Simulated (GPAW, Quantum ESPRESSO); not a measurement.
The Zn K edge of atom 1 in ZnO (zincite, P6_3mc), with 4 O at 1.97 Å (tetrahedral, site symmetry 3m), was computed in 2 ways: full core hole (charged cell) and no core hole. Program and functional: Quantum ESPRESSO XSpectra, PBE, Lorentzian half width 0.83 eV up to 4 eV, rising linearly to 1.75 eV at 25 eV (not a setting of the program: the run's 0.4 eV curve was folded afterwards with a further Lorentzian); cells of 4 and 32 atoms (the run without a hole in the smaller).

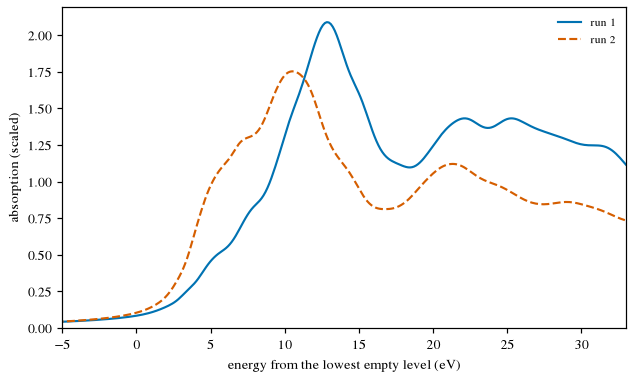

Each run is counted from its own lowest empty level or Fermi level and scaled to a mean of 1 over its first 20 eV. (XSpectra's own axis starts at xe0, in the gap; it has been shifted.)

Which run is which?

Run 1: no core hole (area from −2 to 6 eV 1.7, main maxima 12.8 eV (2.09), 22.2 eV (1.43) and 25.3 eV (1.43)). Run 2: full core hole (charged cell) (area from −2 to 6 eV 3.2, main maxima 10.5 eV (1.75) and 21.3 eV (1.12)). With each curve scaled to its own mean, the area from −2 to 6 eV with the hole is 3.2 against 1.7, and the centre of weight from −1 to 20 eV moves by -1.5 eV: the hole pulls the absorber's empty states down.

[Hosts, paths, dates, database ids (printed as entryN), source tags and the programs' standing remarks are cut or masked in the printed files.]

[Lists of maxima count a maximum above −3 eV only where it reaches 4 % of the highest in the window and stands out from its surroundings by 2 % of it (1.5 % where it reaches 55 %); shoulders and weaker maxima are passed over, and of the rest the first, up to two pre-edge ones and the few strongest are named.]
